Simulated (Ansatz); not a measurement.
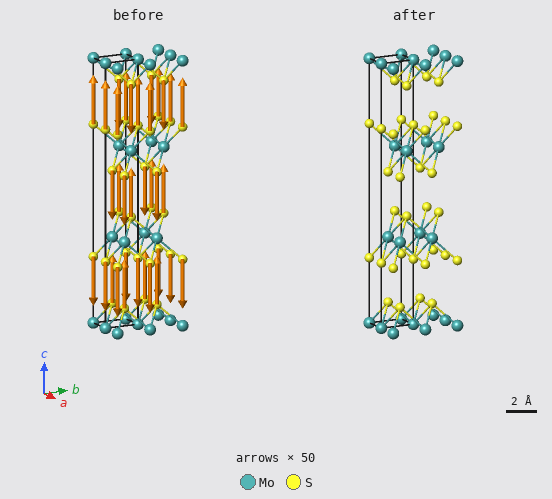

The structure of crystalline MoS2 (set up in R-3m) (coarse preliminary run) before (left) and after (right) a relaxation, at one scale. The orange arrows give the displacements (the part carried along by the change of the cell is left out), 50 times their true length.

The picture is a ball-and-stick view of the conventional cell (3 times the calculation's cell), repeated 2 × 2 × 1 with one cell outlined, seen slightly off an axis. Lengths and directions refer to the drawn axes.

Method: Ansatz, DFT PBEsol, scalar-relativistic, plane waves, PAW. Settings: plane-wave cutoff 420 eV; k-point mesh 6 × 6 × 6; occupations gaussian; smearing width 0.1 eV; no spin polarisation; cell and atoms relaxed; force threshold 0.05 eV/Å; at most 80 steps.

**Summarise the run.**

After 2 accepted moves (3 points after the start) the energy has fallen by 43.3 meV per cell of the calculation. The largest force component goes from 0.71 to 0.018 eV/Å. The pressure goes from 2.85 to −0.06 GPa. At 1 point the geometry stayed and the basis and grid were re-selected for the new cell (energy shift of 0.1 meV per cell of the calculation at most each time). The largest moves relative to the cell, 0.068 Å, are those of S atoms. Mo stays in place. The drawn cell changes as follows: a = b 3.171 → 3.128 Å (−1.3 %), c 18.345 → 18.310 Å (−0.2 %); the volume changes by −2.9 %. Some distances before and after: Mo–S 2.385 → 2.409 Å. Among the angles between lasting bonds that change: S–Mo–S 83.3° → 81.0°, S–Mo–S 96.7° → 99.0°, Mo–S–Mo 83.3° → 81.0°. The space group stays R-3m (No. 166). Cost: 6.5 s on 1 thread of Arm Neoverse V2, with other jobs on the host, peak memory 0.33 GiB.
